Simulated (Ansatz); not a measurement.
Consider BN.

Space group P6_3/mmc; the calculation finds a residual pressure of about 5 GPa at this fixed cell.

The calculation's input:

```
crystal:
  lattice:
    - [2.49824, 0.0, 0.0]
    - [-1.24912, 2.1635393048, 0.0]
    - [0.0, 0.0, 6.6357]
  atoms:
    - { symbol: B, position: [0.3333333333, 0.6666666667, 0.25] }
    - { symbol: B, position: [0.6666666667, 0.3333333333, 0.75] }
    - { symbol: "N", position: [0.3333333333, 0.6666666667, 0.75] }
    - { symbol: "N", position: [0.6666666667, 0.3333333333, 0.25] }
basis:
  ecutwfc: 500
  fft_grid_basis: typed
kpoints:
  mp_grid: { grid: [15, 15, 4] }
hamiltonian:
  xc: pbe
scf:
  occupations: { method: gaussian, width: 0.05 }
output:
  forces: true
  stress: true
  eigenvalues: true
  bader: true
  write_density: true
  volumetric_format: npy
  elf: true
```

Run with:

```sh
ansatz run input.yaml --threads 2 --pin off --max-ram 4096MiB --backend cpu --events-out ev --progress --plain --runs-dir out
```

The picture shows the conventional cell (a = 2.50 Å, b = 2.50 Å, c = 6.64 Å, α = 90.00°, β = 90.00°, γ = 120.00°).

All numbers below come from Ansatz, DFT PBE, scalar-relativistic, plane waves, PAW.

Question: How does the converged density differ from a superposition of free atoms?

Answer: B–N (1.44 Å): Δρ is +0.56 e/Å³ at the midpoint (inside or at the edge of a masked core, so read it with care). Over the whole cell, outside the masked cores, the largest gain lies in the shortest B–N contact, between the masked cores, and the largest loss lies at the edge of the masked core of B. In all about 0.28 e an atom is rearranged against the free atoms. Bader charges: B +2.22 and N −2.22 e.

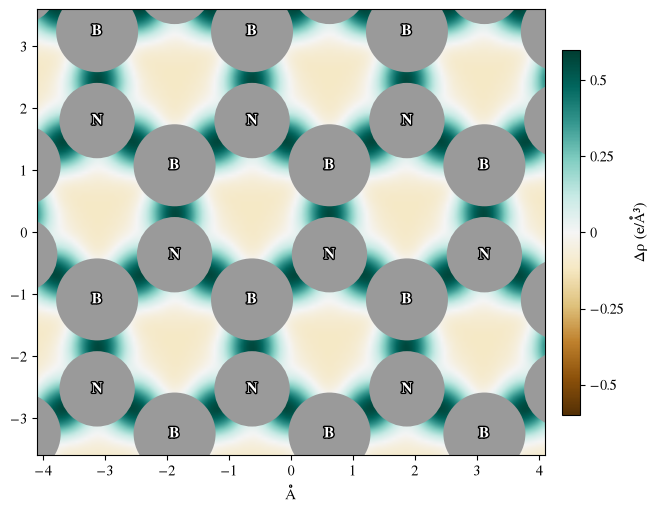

Computed deformation density: a map on the (001) plane of the conventional cell, with grey discs over the atomic cores.

Cores are masked to 0.7 Å (B) and 0.6 Å (N).

Core electrons are frozen (PAW), so the fields are smoothed inside the atomic spheres.

Cost of the run: 15 s on 2 threads of Intel(R) Xeon(R) 6975P-C (Granite Rapids), with other jobs on the host, peak memory 0.4 GiB.
